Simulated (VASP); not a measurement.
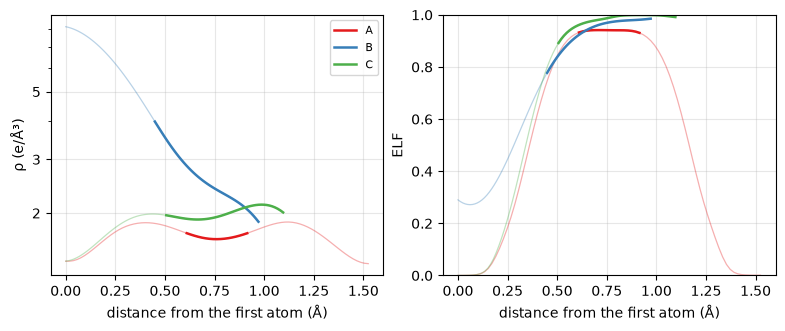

Figure. H$_{14}$C$_{4}$O (amorphous cell). Valence charge density (pseudo) and electron localisation function along straight lines between neighbouring atoms. Thin, pale parts lie inside the atomic spheres.

Not relaxed (largest force 0.3 eV/Å).

Computed with Kohn-Sham DFT of a periodic cell, PBE, VASP PAW PBE potentials, recommended (VASP 6.6.1).

The density is the valence pseudo-density of a PAW calculation; it isn't the true density close to the nuclei.

**Which curve belongs to which contact (C–C, C–H and O–H)? The first atom named is at distance zero.**

Curve A: C–C (1.52 Å): ρ at the midpoint is about 1.6 e/Å³; the ELF peaks at about 0.95 between the atoms (a covalent bond). Curve B: O–H (0.97 Å): ρ at the midpoint is about 3.7 e/Å³; the ELF climbs to about 1 towards the hydrogen, as it does in any bond to H (an ordinary covalent bond to hydrogen). Curve C: C–H (1.10 Å): ρ is about 1.9 e/Å³ halfway; the ELF climbs to about 1 towards the hydrogen: a covalent bond by its length.
